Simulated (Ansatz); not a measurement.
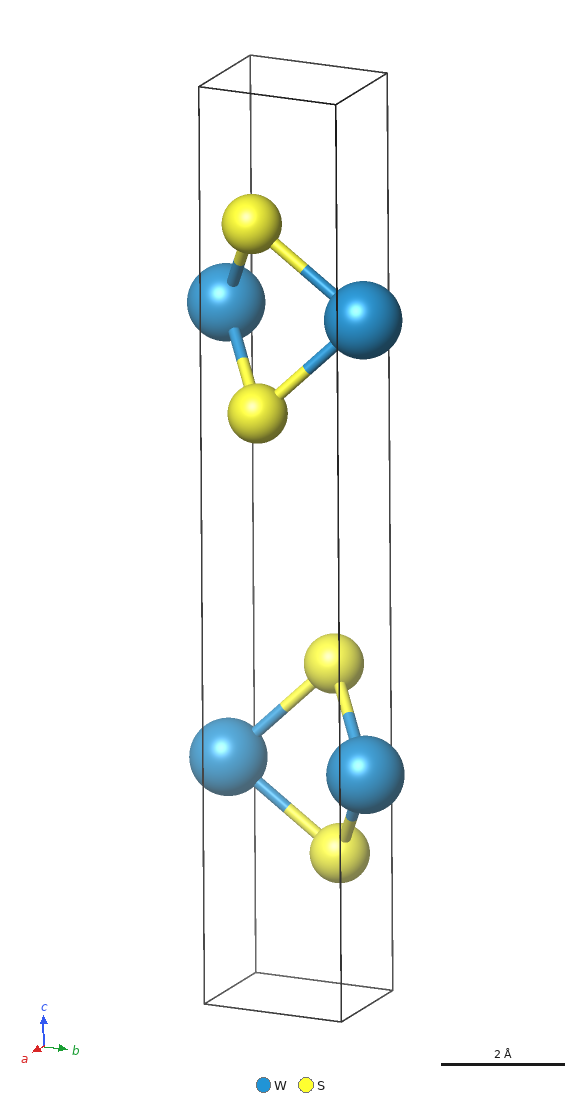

View slightly off an axis, drawn as a ball-and-stick model. Thin lines show the conventional unit cell, with boundary atoms drawn in all their periodic places. Cell: a = 3.19 Å, b = 3.19 Å, c = 15.29 Å, α = 87.79°, β = 88.71°, γ = 60.01°.

Origin of the cell: a structure type filled with these elements by a generator (whether the compound takes this form wasn't checked). Earlier steps of the study may have refined or changed the cell and positions. It went into a calculation with Ansatz.

Q: Explain the picture.

A: Formula: WS2. The structure has P-1 (No. 2) symmetry and a primitive triclinic lattice. With Z = 2, the cell contains 2 W, 4 S. The neighbours of W are six S in a trigonal prismatic arrangement at about 2.4 Å. Each S has three W in a trigonal pyramidal arrangement at about 2.4 Å. Not all metal-metal contacts are counted. The bonds build WS2 layers parallel to (001).

Method: Ansatz, DFT PBE, scalar-relativistic, plane waves, PAW; plane-wave cutoff 420 eV, k-points about 0.23 Å⁻¹ apart, Gaussian smearing of 0.02 eV, no spin polarisation.

Q: What is the band gap, if any?

A: A semiconductor at this level, with a gap of 1.84 eV, indirect.

Q: What net charge does each kind of atom have (Bader)?

A: W +1.38 e; S -0.69 e.

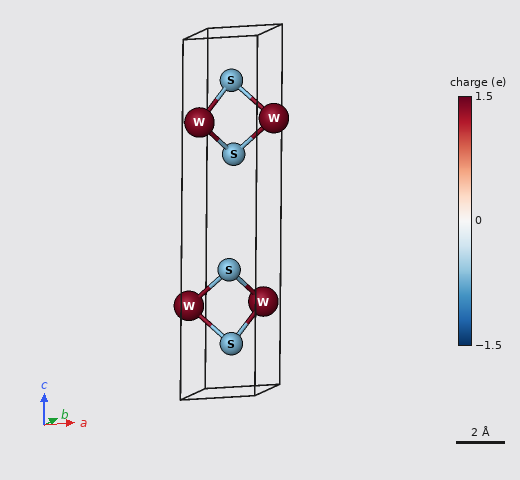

The atoms coloured by those charges. The run's cell of 6 atoms is drawn, so axes and origin can differ from the first picture.

Q: Is the structure relaxed at this level of theory?

A: Yes. All forces vanish to within 0.01 eV/Å. The pressure is 0.0 GPa, close to zero.
